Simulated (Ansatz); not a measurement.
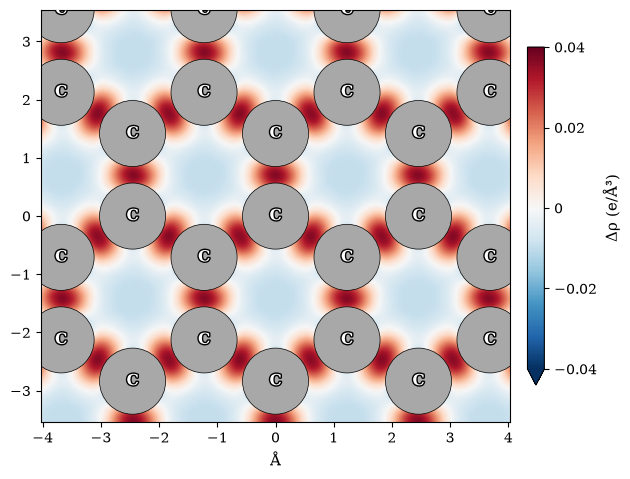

C. Difference of the valence pseudo-densities of two functionals at the same geometry, on the (010) plane of the calculation cell: one of PBEsol and r2SCAN less the other.

Both computed with Ansatz (plane waves, PAW), on the same k-point mesh. Grey discs cover the atomic cores.

Q: Which was subtracted from which, and what does the map show?

A: It is r2SCAN less PBEsol. Against PBEsol, r2SCAN gives more density around C (+0.009 e/Å³ on average at 0.8 Å from the nucleus) and a change of +0.037 e/Å³ at the midpoint of C–C.
